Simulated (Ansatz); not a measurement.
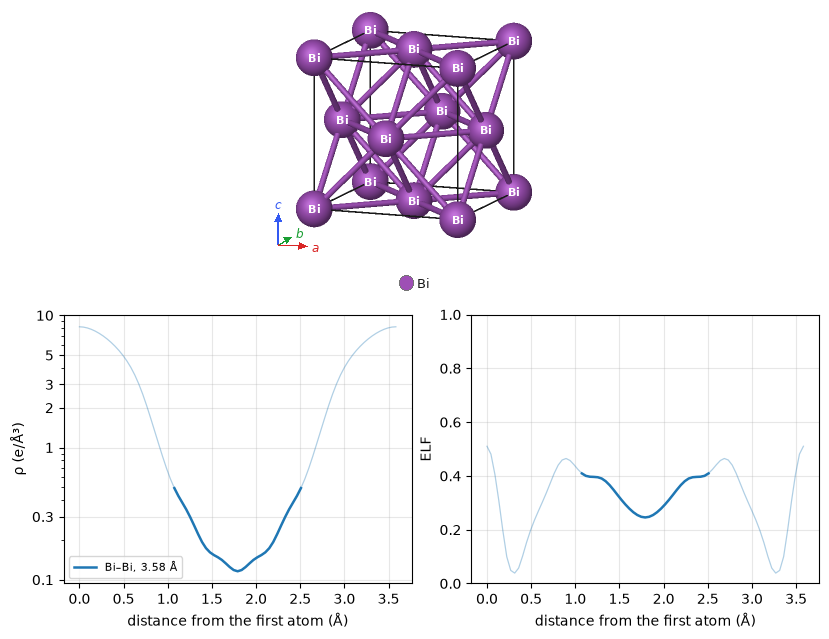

The picture shows: Bi. Valence electron density and electron localisation function along straight lines between neighbouring atoms. Thin, pale parts lie inside the atomic spheres. The structure is drawn too.

Space group Fm-3m; set up as Bi, fcc; a generated structure, not necessarily the stable one; changed on purpose from its base cell (volume × 1.0); computed without spin polarisation.

Method: DFT, revPBE, plane waves (420 eV) with PAW, scalar-relativistic in Ansatz 0.2.0.

Core electrons are frozen (PAW), and the valence fields are smoothed inside the atomic spheres.

### What can be read from the curves?

Bi–Bi (3.58 Å): ρ is about 0.12 e/Å³ halfway; the ELF is about 0.25 at the midpoint; no shared electron pair shows on this line.
